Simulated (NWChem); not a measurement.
# One shape, several levels: CHF3 (trifluoromethane)

Wanted: a comparison of 6 runs (PBE0/6-31G, PBE/6-31+G*, PBE/def2-SVPD, SVWN5/def2-SVPD, MP2/def2-SVPD, CCSD(T)/def2-SVPD) of CHF3 (trifluoromethane). 

The calculation is run with NWChem 7.3.0.

## (1) The structure to begin with

The species is CHF3 (5 atoms), meant as a singlet with charge 0. SMILES: `FC(F)F`. The coordinates come from a PBE0-D4/def2-TZVP relaxation.

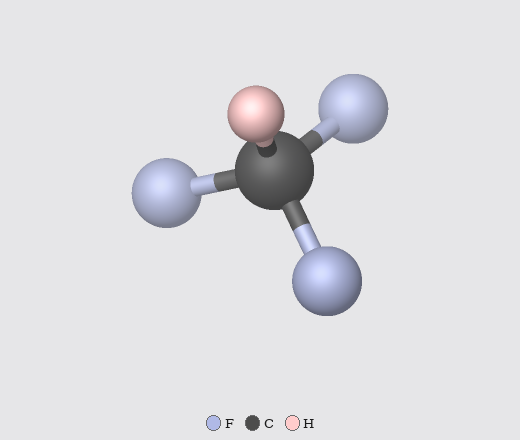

The structure, seen from a chosen angle (fluorine light blue, carbon dark grey, hydrogen pink).

## (2) Energy and forces at PBE0/6-31G (run 1)

The input, chf3.nw:

```
start chf3
memory 2200 mb
geometry units angstroms noautosym nocenter noautoz
F     -0.668650    -0.329700     1.079190
C      0.019500     0.056360     0.006820
F      1.047350    -0.773770    -0.157470
F     -0.772570    -0.035090    -1.059420
H      0.374370     1.082210     0.130870
end
basis spherical bse
* library 6-31G
end
dft
xc pbe0
grid xfine
convergence energy 1e-08
iterations 100
mulliken
print medium
end
task dft gradient
```

Run with:

```console
$ nwchem chf3.nw > chf3.out
```

The program printed:

```text
[...]
          Wavefunction type:  closed shell.
          No. of atoms     :     5
          No. of electrons :    34
[...]
          Charge           :     0
          Spin multiplicity:     1
[...]
          AO basis - number of functions:    38
[...]
              XC Information
              --------------
                         PBE0 Method XC Functional
                     Hartree-Fock (Exact) Exchange  0.250
          PerdewBurkeErnzerhof Exchange Functional  0.750
            Perdew 1991 LDA Correlation Functional  1.000 local
           PerdewBurkeErnz. Correlation Functional  1.000 non-local
[...]
 d= 0,ls=0.0,diis     1   -337.6464986251 -4.72D+02  3.91D-02  1.29D+00     0.8
[...]
 d= 0,ls=0.0,diis     7   -337.8138061554 -4.42D-09  3.51D-07  1.19D-10     3.9
         Total DFT energy =     -337.813806155401
      One electron energy =     -735.074769856830
           Coulomb energy =      300.218975651077
    Exchange-Corr. energy =      -36.910955968052
 Nuclear repulsion energy =      133.952944018405
[...]
  wavefunction    = closed shell
                         DFT ENERGY GRADIENTS
    atom               coordinates                        gradient
                 x          y          z           x          y          z
   1 F      -1.263565  -0.623043   2.039373    0.022771   0.011566  -0.036472
   2 C       0.036850   0.106505   0.012888   -0.014413  -0.041674  -0.005030
   3 F       1.979205  -1.462213  -0.297575   -0.035299   0.026591   0.005379
   4 F      -1.459946  -0.066310  -2.002014    0.026280   0.001599   0.035893
   5 H       0.707457   2.045080   0.247308    0.000662   0.001919   0.000229
[...]
```

Wall time 5.7 s (1 thread of AMD EPYC 7B13 (Zen 3), shared host); peak memory 0.12 GiB.

## (3) Energy and gradient at PBE/6-31+G(d) (spherical functions) (run 2)

The input, chf3.nw:

```
echo
start chf3
memory 2200 mb

geometry units au noautosym nocenter noautoz
  F  -1.26356537 -0.62304270  2.03937354
  C   0.03684966  0.10650496  0.01288793
  F   1.97920466 -1.46221338 -0.29757517
  F  -1.45994571 -0.06631049 -2.00201365
  H   0.70745677  2.04508051  0.24730846
end

basis spherical bse
  * library 6-31+G*
end

dft
  xc xpbe96 cpbe96
  grid xfine
  convergence energy 1e-08
  maxiter 100
  mulliken
  print medium
end

task dft gradient
```

Run with:

```console
$ nwchem chf3.nw > chf3.out
```

The program printed:

```text
[...]
          Wavefunction type:  closed shell.
          No. of atoms     :     5
          No. of electrons :    34
[...]
          Charge           :     0
          Spin multiplicity:     1
[...]
          AO basis - number of functions:    74
[...]
              XC Information
              --------------
          PerdewBurkeErnzerhof Exchange Functional  1.000
            Perdew 1991 LDA Correlation Functional  1.000 local
           PerdewBurkeErnz. Correlation Functional  1.000 non-local
[...]
 d= 0,ls=0.0,diis     1   -337.7601790626 -4.72D+02  2.37D-02  1.57D+00     1.7
[...]
 d= 0,ls=0.0,diis     8   -337.9271922898 -4.11D-11  5.43D-07  4.44D-09    11.0
         Total DFT energy =     -337.927192289829
      One electron energy =     -734.941365150587
           Coulomb energy =      299.875235158354
    Exchange-Corr. energy =      -36.813996703056
 Nuclear repulsion energy =      133.952934405461
[...]
  wavefunction    = closed shell
                         DFT ENERGY GRADIENTS
    atom               coordinates                        gradient
                 x          y          z           x          y          z
   1 F      -1.263565  -0.623043   2.039374    0.012999   0.006481  -0.020918
   2 C       0.036850   0.106505   0.012888   -0.005338  -0.015434  -0.001863
   3 F       1.979205  -1.462213  -0.297575   -0.020279   0.015092   0.003066
   4 F      -1.459946  -0.066310  -2.002014    0.015010   0.000771   0.020552
   5 H       0.707457   2.045081   0.247308   -0.002392  -0.006910  -0.000837
[...]
```

Run time: 15 s. Hardware: 1 thread of AMD EPYC 7B13 (Zen 3), shared host; peak memory 0.13 GiB.

## (4) Energy and gradient at PBE/def2-SVPD (run 3)

The input, chf3.nw:

```
start chf3
title "CHF3"
memory stack 880 mb heap 220 mb global 1100 mb

geometry noautosym nocenter noautoz
 F    -0.668650   -0.329700    1.079190
 C     0.019500    0.056360    0.006820
 F     1.047350   -0.773770   -0.157470
 F    -0.772570   -0.035090   -1.059420
 H     0.374370    1.082210    0.130870
end

basis spherical bse
 * library def2-SVPD
end

dft
 xc xpbe96 cpbe96
 grid fine
 convergence energy 1e-08
 iterations 100
 mulliken
 print medium
end

task dft gradient
```

Run with:

```console
$ nwchem chf3.nw > chf3.out
```

The program printed:

```text
[...]
          Wavefunction type:  closed shell.
          No. of atoms     :     5
          No. of electrons :    34
[...]
          Charge           :     0
          Spin multiplicity:     1
[...]
          AO basis - number of functions:    97
[...]
              XC Information
              --------------
          PerdewBurkeErnzerhof Exchange Functional  1.000
            Perdew 1991 LDA Correlation Functional  1.000 local
           PerdewBurkeErnz. Correlation Functional  1.000 non-local
[...]
 d= 0,ls=0.0,diis     1   -337.5151426212 -4.71D+02  2.27D-02  1.57D+00     1.3
[...]
 d= 0,ls=0.0,diis     8   -337.6825130367 -1.75D-10  5.04D-07  5.62D-09     8.5
         Total DFT energy =     -337.682513036673
      One electron energy =     -734.586422818250
           Coulomb energy =      299.729097198403
    Exchange-Corr. energy =      -36.778131435230
 Nuclear repulsion energy =      133.952944018405
[...]
  wavefunction    = closed shell
                         DFT ENERGY GRADIENTS
    atom               coordinates                        gradient
                 x          y          z           x          y          z
   1 F      -1.263565  -0.623043   2.039373    0.009606   0.004372  -0.015799
   2 C       0.036850   0.106505   0.012888   -0.001487  -0.004300  -0.000517
   3 F       1.979205  -1.462213  -0.297575   -0.015431   0.010850   0.002246
   4 F      -1.459946  -0.066310  -2.002014    0.011118   0.000076   0.015402
   5 H       0.707457   2.045080   0.247308   -0.003806  -0.010998  -0.001332
[...]
```

Run time: 13 s. Hardware: 1 thread of AMD EPYC 7B13 (Zen 3), shared host; peak memory 0.11 GiB.

Runs 4 to 5 aren't shown in full; the table further down has their settings and results.

## (5) The energy at CCSD(T)/def2-SVPD (run 6)

The input, sp.nw:

```
start sp
title "CHF3"
memory total 2200 mb
charge 0
geometry units angstrom noautosym nocenter noautoz
  F    -0.668650   -0.329700    1.079190
  C     0.019500    0.056360    0.006820
  F     1.047350   -0.773770   -0.157470
  F    -0.772570   -0.035090   -1.059420
  H     0.374370    1.082210    0.130870
end
basis spherical bse
  * library def2-SVPD
end
scf
  thresh 1e-08
  maxiter 80
  print low
end
ccsd
  freeze core 4
  maxiter 60
end
task ccsd(t) energy
```

Run with:

```console
$ nwchem sp.nw > sp.out
```

The program printed:

```text
[...]
  functions       =    97
[...]
  wavefunction    = RHF
[...]
         Total SCF energy =   -336.522781788561
      One-electron energy =   -734.685238505716
      Two-electron energy =    264.209512698751
 Nuclear repulsion energy =    133.952944018405
        Time for solution =      9.8s
[...]
 Total MP2 energy:           -337.239579678133907
[...]
             energy      energy      error      ampl     ampl      Block
                                                time     time      time
[...]
 Total CCSD energy:           -337.252716131977706
[...]
 Total CCSD+T(CCSD) energy:           -337.272421486637995
[...]
 Total CCSD(T) energy:                -337.270121003892541
[...]
```

Wall time 2.5 min (1 thread of AMD EPYC 7B13 (Zen 3), shared host); peak memory 0.35 GiB.

## (6) The series

| run | level | integration grid | iteration cap | energy (Eh) | dipole moment (D) | HOMO energy (eV) | LUMO energy (eV) | wall time |
| --- | --- | --- | --- | --- | --- | --- | --- | --- |
| 1 | PBE0/6-31G | xfine | 100 | -337.813806 | 1.81 | -11.27 | 3.17 | 5.7 s |
| 2 | PBE/6-31+G* (spherical functions) | xfine | 100 | -337.927192 | 1.56 | -9.58 | -0.06 | 15 s |
| 3 | PBE/def2-SVPD | fine | 100 | -337.682513 | 1.50 | -9.62 | 0.15 | 13 s |
| 4 | SVWN5/def2-SVPD | fine | 100 | -335.774773 | 1.55 | -9.77 | 0.17 | 9.9 s |
| 5 | MP2/def2-SVPD | – | 80 | -337.239580 | 1.65 | -16.42 | 2.54 | 28 s |
| 6 | CCSD(T)/def2-SVPD | – | 80 | -337.270121 | – | – | – | 2.5 min |

## (7) Outcome

```
                                          quantity          value
                               run 6: total energy  -337.27012 Eh
run 6: correlation energy (4 core orbitals frozen)     -747.3 mEh
                             run 6: (T) correction     -17.40 mEh
```

In words: Over runs 1, 2, 3, 4, 5 the dipole moment (its size) runs from 1.50 D (PBE/def2-SVPD) to 1.81 D (PBE0/6-31G). The two ends differ in method and basis. Over runs 1, 2, 3, 4 the HOMO–LUMO gap runs from 9.52 eV (PBE/6-31+G*) to 14.44 eV (PBE0/6-31G). Totals of different functionals can't be ranked against each other. All runs together took 3.7 min, the longest 2.5 min.
